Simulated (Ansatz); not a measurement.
Single-point calculation, with input and output: TaN (part 2 of 3)

The same run, continued: TaN (P-62m, 6 atoms in the cell); DFT PBEsol+U+J, spin-orbit coupling, plane waves, PAW, U = 2 eV, J = 0.9 eV on Ta atom 1 d; U = 2 eV, J = 0.9 eV on Ta atom 2 d; U = 2 eV, J = 0.9 eV on Ta atom 3 d (Ansatz 0.2.0); cutoff 420 eV, 4×4×6 k-mesh, Gaussian smearing of 0.05 eV. The structure derives from an entry of the Crystallography Open Database. It belongs to a series of runs on one base structure; here: canted directions held.

Geometry of the input (Å; fractional positions):
```
5.1960  0.0000  0.0000
-2.5980  4.4999  0.0000
0.0000  0.0000  2.9110
Ta 0.3333  0.6667  0.5000
Ta 0.6667  0.3333  0.5000
Ta 0.0000  0.0000  0.0000
N  0.3928  0.0000  0.0000
N  0.6071  0.6071  0.0000
N  -0.0000  0.3928  0.0000
```

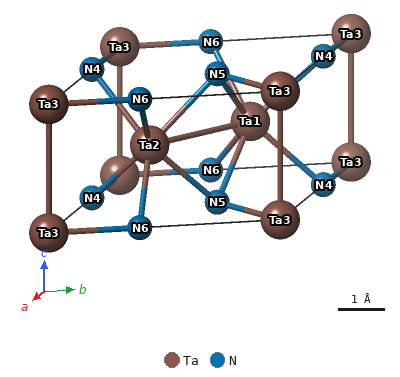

Fig. 1: The structure as given in the input (ball-and-stick view of the cell of the calculation, seen slightly off an axis; atoms are numbered from 1 in the order of the input).

Log, continued:
```
SCF iter   1: F=-30620.867113 eV  HF=-30622.219231 eV  |F-HF|=1.35e0  |Δ(HF+E_count)|=         —  Δρ=1.23e-1  dr2=3.35e0  dr2_m=3.48e0  ethr=3.10e-3  |M|=4.25e-1 ∫|m|=1.31e0 μB  |m|>n=0.0e0 m-floor=0.0e0 τ_xc=8.4e-3 mc-row=0.0e0  β_m=0.30  ⟨swp⟩=5.9  Hψ=29339  notcnv=0  defer=9
preconditioner: auto → Kerker (q_TF=auto, 2.625 Å⁻¹)  [metal: Δε(μ)=0.012 eV  Ē_g=9.940 eV  σ=0.050 eV  W_gap=0.13  n_scr=26 (ndim 8)  ℏωp=24.7 eV  f_vac=0.000  D(μ)=1.21/eV (n_scr^D=6)]
spin=Noncollinear: Kerker preconditioning applied to the charge; magnetization (m_x, m_y, m_z) channels mix plain (no charge-response kernel on spin).
SCF iter   2: F=-30622.206679 eV  HF=-30622.317003 eV  |F-HF|=1.10e-1  |Δ(HF+E_count)|=   9.78e-2  Δρ=8.79e-2  dr2=1.16e0  dr2_m=1.77e0  ethr=3.10e-3  |M|=3.90e-1 ∫|m|=1.20e0 μB  |m|>n=0.0e0 m-floor=0.0e0 τ_xc=7.8e-3 mc-row=0.0e0  β_m=0.61  ⟨swp⟩=2.0  Hψ=9727  notcnv=0  defer=564
SCF iter   3: F=-30622.771088 eV  HF=-30622.770874 eV  |F-HF|=2.15e-4  |Δ(HF+E_count)|=   4.54e-1  Δρ=1.17e-2  dr2=4.44e-2  dr2_m=3.11e-2  ethr=2.16e-3  |M|=2.68e-1 ∫|m|=9.21e-1 μB  |m|>n=0.0e0 m-floor=0.0e0 τ_xc=6.4e-3 mc-row=0.0e0  β_m=0.65  ⟨swp⟩=3.6  Hψ=10008  notcnv=0  defer=541
SCF iter   4: F=-30622.780892 eV  HF=-30622.781370 eV  |F-HF|=4.78e-4  |Δ(HF+E_count)|=   1.05e-2  Δρ=2.92e-3  dr2=5.09e-3  dr2_m=9.07e-4  ethr=8.23e-5  |M|=2.47e-1 ∫|m|=8.64e-1 μB  |m|>n=0.0e0 m-floor=0.0e0 τ_xc=6.0e-3 mc-row=0.0e0  β_m=0.83  ⟨swp⟩=2.9  Hψ=10217  notcnv=0  defer=516
SCF iter   5: F=-30622.781036 eV  HF=-30622.781157 eV  |F-HF|=1.22e-4  |Δ(HF+E_count)|=   2.12e-4  Δρ=7.20e-4  dr2=4.23e-4  dr2_m=3.60e-5  ethr=9.43e-6  |M|=2.44e-1 ∫|m|=8.44e-1 μB  |m|>n=0.0e0 m-floor=0.0e0 τ_xc=5.8e-3 mc-row=0.0e0  β_m=0.91  ⟨swp⟩=2.0  Hψ=8263  notcnv=0  defer=516
SCF iter   6: F=-30622.781119 eV  HF=-30622.781129 eV  |F-HF|=1.00e-5  |Δ(HF+E_count)|=   2.80e-5  Δρ=1.46e-4  dr2=2.03e-5  dr2_m=6.30e-7  ethr=7.84e-7  |M|=2.44e-1 ∫|m|=8.39e-1 μB  |m|>n=0.0e0 m-floor=0.0e0 τ_xc=5.8e-3 mc-row=0.0e0  β_m=0.96  ⟨swp⟩=2.0  Hψ=8810  notcnv=0  defer=516
SCF iter   7: F=-30622.781122 eV  HF=-30622.781123 eV  |F-HF|=4.38e-7  |Δ(HF+E_count)|=   6.61e-6  Δρ=3.44e-5  dr2=8.54e-7  dr2_m=6.62e-8  ethr=3.75e-8  |M|=2.44e-1 ∫|m|=8.39e-1 μB  |m|>n=0.0e0 m-floor=0.0e0 τ_xc=5.8e-3 mc-row=0.0e0  β_m=0.98  ⟨swp⟩=2.0  Hψ=8413  notcnv=0  defer=516
SCF iter   8: F=-30622.781131 eV  HF=-30622.781131 eV  |F-HF|=1.79e-7  |Δ(HF+E_count)|=   7.98e-6  Δρ=1.81e-5  dr2=2.20e-7  dr2_m=4.38e-9  ethr=1.58e-9  |M|=2.44e-1 ∫|m|=8.40e-1 μB  |m|>n=0.0e0 m-floor=0.0e0 τ_xc=5.8e-3 mc-row=0.0e0  β_m=0.88  ⟨swp⟩=2.0  Hψ=8805  notcnv=0  defer=516
SCF iter   9: F=-30622.781131 eV  HF=-30622.781131 eV  |F-HF|=4.73e-9  |Δ(HF+E_count)|=   5.75e-8  Δρ=3.79e-6  dr2=9.43e-9  dr2_m=8.04e-10  ethr=1.85e-10  |M|=2.44e-1 ∫|m|=8.40e-1 μB  |m|>n=0.0e0 m-floor=0.0e0 τ_xc=5.8e-3 mc-row=0.0e0  β_m=0.88  ⟨swp⟩=17.9  Hψ=46335  notcnv=0
Mixer restart at iter 9: flushing history
SCF iter  10: F=-30624.942704 eV  HF=-30622.781418 eV  |F-HF|=2.16e0  |Δ(HF+E_count)|=         —  Δρ=3.00e-5  dr2=8.88e-7  dr2_m=3.36e-8  ethr=1.75e-11  |M|=2.44e-1 ∫|m|=8.39e-1 μB  |m|>n=0.0e0 m-floor=0.0e0 τ_xc=5.8e-3 mc-row=0.0e0  β_m=0.88  ⟨swp⟩=3.0  Hψ=13858  notcnv=0
SCF iter  11: F=-30625.313377 eV  HF=-30625.209029 eV  |F-HF|=1.04e-1  |Δ(HF+E_count)|=    2.43e0  Δρ=8.61e-3  dr2=6.63e-2  dr2_m=2.06e-2  ethr=1.75e-11  |M|=1.20e-1 ∫|m|=3.89e-1 μB  |m|>n=0.0e0 m-floor=0.0e0 τ_xc=1.3e-3 mc-row=0.0e0  β_m=0.19  ⟨swp⟩=8.6  Hψ=39529  notcnv=0  defer=176
SCF iter  12: F=-30625.345019 eV  HF=-30625.264738 eV  |F-HF|=8.03e-2  |Δ(HF+E_count)|=   5.57e-2  Δρ=7.51e-3  dr2=3.70e-2  dr2_m=1.57e-2  ethr=1.75e-11  |M|=1.18e-1 ∫|m|=3.40e-1 μB  |m|>n=0.0e0 m-floor=0.0e0 τ_xc=1.0e-3 mc-row=0.0e0  β_m=0.21  ⟨swp⟩=6.9  Hψ=28817  notcnv=0  defer=490
SCF iter  13: F=-30625.370298 eV  HF=-30625.306898 eV  |F-HF|=6.34e-2  |Δ(HF+E_count)|=   4.22e-2  Δρ=5.41e-3  dr2=1.52e-2  dr2_m=8.21e-3  ethr=1.75e-11  |M|=1.17e-1 ∫|m|=2.80e-1 μB  |m|>n=0.0e0 m-floor=0.0e0 τ_xc=6.7e-4 mc-row=0.0e0  β_m=0.62  ⟨swp⟩=7.1  Hψ=28246  notcnv=0  defer=490
SCF iter  14: F=-30625.399777 eV  HF=-30625.392361 eV  |F-HF|=7.42e-3  |Δ(HF+E_count)|=   8.55e-2  Δρ=2.06e-3  dr2=8.06e-4  dr2_m=1.17e-3  ethr=1.75e-11  |M|=8.07e-2 ∫|m|=1.27e-1 μB  |m|>n=0.0e0 m-floor=0.0e0 τ_xc=1.3e-4 mc-row=0.0e0  β_m=0.83  ⟨swp⟩=7.8  Hψ=33133  notcnv=0  defer=540
SCF iter  15: F=-30625.403685 eV  HF=-30625.403580 eV  |F-HF|=1.05e-4  |Δ(HF+E_count)|=   1.12e-2  Δρ=6.47e-4  dr2=3.17e-5  dr2_m=7.99e-5  ethr=1.75e-11  |M|=3.34e-2 ∫|m|=3.94e-2 μB  |m|>n=0.0e0 m-floor=0.0e0 τ_xc=1.1e-5 mc-row=0.0e0  β_m=0.91  ⟨swp⟩=7.1  Hψ=29190  notcnv=0  defer=536
SCF iter  16: F=-30625.403772 eV  HF=-30625.403738 eV  |F-HF|=3.44e-5  |Δ(HF+E_count)|=   1.58e-4  Δρ=3.52e-4  dr2=5.84e-6  dr2_m=2.20e-5  ethr=1.75e-11  |M|=2.01e-2 ∫|m|=2.31e-2 μB  |m|>n=0.0e0 m-floor=0.0e0 τ_xc=3.7e-6 mc-row=0.0e0  β_m=0.96  ⟨swp⟩=5.0  Hψ=21599  notcnv=0  defer=536
SCF iter  17: F=-30625.403817 eV  HF=-30625.403814 eV  |F-HF|=3.16e-6  |Δ(HF+E_count)|=   7.64e-5  Δρ=1.28e-4  dr2=2.05e-6  dr2_m=2.78e-6  ethr=1.75e-11  |M|=7.05e-3 ∫|m|=7.95e-3 μB  |m|>n=0.0e0 m-floor=0.0e0 τ_xc=4.6e-7 mc-row=0.0e0  β_m=0.98  ⟨swp⟩=5.0  Hψ=20888  notcnv=0  defer=536
SCF iter  18: F=-30625.403824 eV  HF=-30625.403824 eV  |F-HF|=2.08e-8  |Δ(HF+E_count)|=   1.00e-5  Δρ=3.37e-5  dr2=4.93e-7  dr2_m=2.25e-7  ethr=1.75e-11  |M|=1.66e-3 ∫|m|=1.95e-3 μB  |m|>n=0.0e0 m-floor=0.0e0 τ_xc=3.6e-8 mc-row=0.0e0  β_m=0.99  ⟨swp⟩=4.2  Hψ=18256  notcnv=0  defer=536
SCF iter  19: F=-30625.403825 eV  HF=-30625.403825 eV  |F-HF|=6.06e-8  |Δ(HF+E_count)|=   6.03e-7  Δρ=1.43e-5  dr2=1.33e-7  dr2_m=2.76e-8  ethr=1.75e-11  |M|=5.83e-4 ∫|m|=6.97e-4 μB  |m|>n=0.0e0 m-floor=0.0e0 τ_xc=5.7e-9 mc-row=0.0e0  β_m=0.97  ⟨swp⟩=4.4  Hψ=16275  notcnv=0  defer=536
iter 20 did not close the SCF: its close was put off for a magnetic moment that had not settled (scf_convergence_deferred on its scf_iter line)
SCF iter  20: F=-30625.403825 eV  HF=-30625.403825 eV  |F-HF|=5.41e-9  |Δ(HF+E_count)|=   7.32e-8  Δρ=3.41e-6  dr2=1.20e-9  dr2_m=3.12e-9  ethr=1.75e-11  |M|=1.74e-4 ∫|m|=2.15e-4 μB  |m|>n=0.0e0 m-floor=0.0e0 τ_xc=7.6e-10 mc-row=0.0e0  β_m=0.99  ⟨swp⟩=18.5  Hψ=45784  notcnv=0
iter 21 did not close the SCF: its close was put off for a magnetic moment that had not settled (scf_convergence_deferred on its scf_iter line)
SCF iter  21: F=-30625.403825 eV  HF=-30625.403825 eV  |F-HF|=5.57e-10  |Δ(HF+E_count)|=   1.13e-8  Δρ=1.17e-6  dr2=9.72e-11  dr2_m=3.11e-10  ethr=2.21e-12  |M|=4.08e-5 ∫|m|=5.63e-5 μB  |m|>n=0.0e0 m-floor=0.0e0 τ_xc=7.0e-11 mc-row=0.0e0  β_m=0.99  ⟨swp⟩=5.0  Hψ=36313  notcnv=0
SCF iter  22: F=-30625.403825 eV  HF=-30625.403825 eV  |F-HF|=2.91e-11  |Δ(HF+E_count)|=  8.99e-10  Δρ=3.58e-7  dr2=9.41e-12  dr2_m=2.38e-11  ethr=1.00e-12  |M|=8.53e-6 ∫|m|=1.49e-5 μB  |m|>n=0.0e0 m-floor=0.0e0 τ_xc=4.6e-12 mc-row=0.0e0  ⟨swp⟩=5.0  Hψ=32439  notcnv=0
WARN: the starting moments were not kept: the SCF closed with an absolute magnetisation of 1.4e-5 μB, where they sum to 6 μB in size (3 sites). That is at most 0.1 of that sum. Measured as dr2_m measures the in/out step, that magnetisation stands 2.2e-11 eV from none, at or under the dr2_threshold of 1.0e-7 eV: it is no larger than a step whose dr2_m would equal this threshold. The system may hold no moment; this SCF shows only that its start led to no more than that. To try another start: raise the starting moments (crystal.atoms[].spin, magnetization.per_species, magnetization.initial_magnetization, or on a non-collinear deck that types none of these the spinor_matrix: blocks that start its atoms; where the total moment is fixed, keep their sum and leave initial_magnetization as it is; typed ones take the place of any that the run laid by itself, positive ones on a crystal's lanthanoids without a Hubbard term where scf.initial_density.shell_occupations: [] is typed) or, if the notice of its spin-set hold's release reads "site moments contracting" or "site moments show no strong build", lengthen the hold (scf.mixing.spin_hold: { on: { confirm: 4 } }; for m-r²SCAN on two components see the key's manual first). Each may lead to a state that holds a moment.
WARN: hamiltonian.hubbard: on 3 of 3 specified blocks the occupation matrix of this SCF's result fails the test of the specified filling. At site 0 (sites count from 0 in the list of atoms of the cell that this SCF solves) the least filled combination of the orbitals specified full has occupation 0.387, and the fullest combination of the orbitals specified empty has occupation 0.448; the filling counts as kept where the first is at least 0.75 and exceeds the second by more than 0.25. The same holds at site 1, site 2. The state of this SCF's result may not hold the specified filling, though these bounds can also misjudge a state that does. This warning does not say which state is lower in energy, or whether the specified filling is a self-consistent state at all; see hamiltonian.hubbard.sites[].starting_ns, Limitations, and scf.initial_density.shell_occupations in the input reference
SCF 1 converged in 22 iterations: F = -30625.403825 eV  dr2 = 9.41e-12
  greatest PAW one-centre occupation: 1.000 electrons in one spin orbital (limit 2), on the Ta atom at site 2 (counted from 0), in its partial waves of l = 0
SCF converged after 22 iterations
Stability not checked: this state was not tested for a lower state beside it, because a magnetisation constraint still acts at the end of the SCF (magnetization_constraint; see scf.lower_state_search)
Magnetization: |M| = 0.0000 μB,  M = (-0.0000, +0.0000, +0.0000) μB
Absolute magnetization: 0.0000 μB (∫|m|, with the PAW one-centre terms)
  site 0: m = (-0.0000, +0.0000, +0.0000) μB, |m| = 0.0000 μB  (R = 0.89 Å)
  site 1: m = (+0.0000, +0.0000, +0.0000) μB, |m| = 0.0000 μB  (R = 0.89 Å)
  site 2: m = (-0.0000, +0.0000, +0.0000) μB, |m| = 0.0000 μB  (R = 0.84 Å)
  site 3: m = (-0.0000, +0.0000, -0.0000) μB, |m| = 0.0000 μB  (R = 0.84 Å)
  site 4: m = (-0.0000, +0.0000, -0.0000) μB, |m| = 0.0000 μB  (R = 0.84 Å)
  site 5: m = (-0.0000, +0.0000, +0.0000) μB, |m| = 0.0000 μB  (R = 0.84 Å)
--- Magnetisation constraints (ε_frz = 1.0e-4 eV) ---
  site  kind           target                            achieved (μB)             |Δ|max (μB)  g (eV/μB)                   λ_eff  esc  ok   flags
  0     per_site_axis  ê (+0.000, +0.000, +1.000) ≥0.00  (-0.000, +0.000, +0.000)  2.71e-7      (-5.4e-7, +1.9e-7, +0.0e0)  1.000  0    yes
  1     per_site_axis  ê (+1.000, +0.000, +0.000) ≥0.00  (+0.000, +0.000, +0.000)  3.69e-7      (+0.0e0, +2.4e-8, +7.4e-7)  1.000  0    yes
  2     per_site_axis  ê (+0.000, +0.000, +1.000) ≥0.00  (-0.000, +0.000, +0.000)  1.32e-6      (-2.6e-6, +5.3e-7, +0.0e0)  1.000  0    yes
Free energy (F): -30625.403825 eV
Harris-Foulkes:  -30625.403825 eV  (|F-HF|=2.91e-11)
Internal energy: -30625.400505 eV  (E = F + TS)
E sigma→0 (E₀):  -30625.402165 eV
Entropy (-TS):   -0.003320 eV (-0.553 meV/atom)
Fermi energy:    19.706207 eV
--- Per-component energies (eV) ---
  E_band       = -231.623921
  E_kinetic    = 1495.686469
  E_local      = -2036.009519  (includes V_loc(G=0)·N_el)
  E_nonlocal   = 178.328832
  E_hartree    = 687.645926
  E_xc         = -831.575911
  E_vxc        = -842.812156  (∫ρ·V_xc dr)
  E_hubbard    = 3.821246  (on-site DFT+U / exact-exchange correction)
  E_vhub       = 1.491039  (the Hubbard potential's part of the band-sum identity)
  E_paw        = -25243.132076  (= ΣΔE_a)
  E_vpaw       = -403.601257  (= ΣTr[D̂ρ^β])
  E_aug_tail   = 0.000817  (compensation charges beyond the density's cutoff)
  E_constr_dc  = 0.000000  (∫m·b dr)
  E_ewald      = -4880.905716
  E_core_change = 0.739426  (= ΣΔE_core)
  E_smearing   = -0.003320  (= −TS)
  E_closure    = -0.000000  (closes the sum)
  E_penalty    = 0.000000  (constraint; not in F)
  Σ components = -30625.403825   (vs F -30625.403825, Δ=0.00e0)
--- DFT+U+J on-site energies (Liechtenstein; fll double counting; per corrected site; eV) ---
  site 0 (l=d): U=2.0000  J=0.9000  Tr N=3.6900  E_int=9.786180  E_dc=8.523187  E_U=1.262993
  site 1 (l=d): U=2.0000  J=0.9000  Tr N=3.6900  E_int=9.786183  E_dc=8.523189  E_U=1.262993
  site 2 (l=d): U=2.0000  J=0.9000  Tr N=3.8044  E_int=10.419658  E_dc=9.124399  E_U=1.295260
--- Hubbard shell moments (per corrected site; Tr N, ν in electrons; μ in μ_B) ---
  shell 0: Tr N=3.6900  μ_S=(-0.0000, +0.0000, +0.0000)  μ_L=(+0.0000, -0.0000, -0.0000)  μ=(-0.0000, +0.0000, +0.0000)  ν=0.0440 along (+0.000, +0.000, +1.000)
  shell 1: Tr N=3.6900  μ_S=(+0.0000, -0.0000, +0.0000)  μ_L=(+0.0000, -0.0000, -0.0000)  μ=(+0.0000, -0.0000, +0.0000)  ν=0.0440 along (+0.000, -0.000, +1.000)
  shell 2: Tr N=3.8044  μ_S=(-0.0000, +0.0000, +0.0000)  μ_L=(+0.0000, +0.0000, -0.0000)  μ=(-0.0000, +0.0000, +0.0000)  ν=0.0605 along (-0.951, +0.308, -0.000)
--- Specified on-site occupations, and those of the state reported ---
  electrons in the specified blocks: 6.3000 specified, 11.1845 found
  site 2 (l=d): largest change of an orbital's occupation 0.6109; electrons 2.1000 specified, 3.8044 found; spectral distance 1.1673
  site 0 (l=d): largest change of an orbital's occupation 0.5833; electrons 2.1000 specified, 3.6900 found; spectral distance 1.1933
  site 1 (l=d): largest change of an orbital's occupation 0.5833; electrons 2.1000 specified, 3.6900 found; spectral distance 1.1933
--- Forces (eV/Å), atoms counted from 1 ---
  atom   1  Ta     0.00000072     0.00000186    -0.00000000
  atom   2  Ta    -0.00000020    -0.00000136     0.00000001
  atom   3  Ta     0.00000059    -0.00000079    -0.00000000
  atom   4  N     -0.02308915    -0.00000003     0.00000004
  atom   5  N      0.01154505     0.01999658    -0.00000006
  atom   6  N      0.01154535    -0.01999670     0.00000002
  max |Σ_I F_I| component: 2.36e-6 eV/Å
--- Stress (GPa, compression-positive) ---
       -2.892690       0.000000      -0.000002
        0.000000      -2.892727      -0.000001
       -0.000002      -0.000001      -3.471377
  P = ⅓ Tr σ = -3.0856 GPa (-30.856 kbar)
--- Band table (eV; the first three rows and the last of 96) ---
  k-point 0: bands = ["-49.6298", "-49.6298", "-49.5837", "-49.5837", "-49.0187", "-49.0187", "-22.5955", "-22.5955", "-22.4569", "-22.4569", "-21.9395", "-21.9395", "-14.2738", "-14.2738", "-13.8599", "-13.8599", "-13.7184", "-13.7184", "-13.6469", "-13.6469", "-13.3829", "-13.3829", "-12.9580", "-12.9580", "1.3191", "1.3191", "3.8787", "3.8787", "4.2963", "4.2963", "10.2171", "10.2171", "12.7996", "12.7996", "13.1085", "13.1085", "13.2460", "13.2460", "13.8724", "13.8724", "13.9579", "13.9579", "14.5757", "14.5757", "14.6191", "14.6191", "15.3851", "15.3851", "16.2958", "16.2958", "17.6738", "17.6738", "18.5191", "18.5191", "18.9270", "18.9270", "20.1889", "20.1889", "20.4777", "20.4777", "21.3055", "21.3055", "21.4516", "21.4516", "21.8338", "21.8338"]
  k-point 1: bands = ["-49.6183", "-49.6183", "-49.5730", "-49.5730", "-49.0096", "-49.0096", "-22.6195", "-22.6195", "-22.4874", "-22.4874", "-21.9660", "-21.9660", "-14.2231", "-14.2231", "-13.8713", "-13.8713", "-13.8224", "-13.8224", "-13.8063", "-13.8061", "-13.3840", "-13.3840", "-13.1004", "-13.1004", "1.8310", "1.8310", "3.7821", "3.7821", "4.1191", "4.1275", "11.0942", "11.0942", "12.3782", "12.3782", "12.7218", "12.8175", "13.3490", "13.3490", "13.6418", "13.6418", "13.7976", "13.8886", "14.2942", "14.2942", "14.3587", "14.4584", "14.4584", "14.4861", "17.2802", "17.2802", "17.7723", "18.0734", "18.0734", "18.1007", "18.8489", "18.8489", "20.9714", "21.1314", "21.1314", "21.2429", "21.4295", "21.6226", "21.7473", "21.7473", "21.9258", "21.9258"]
```
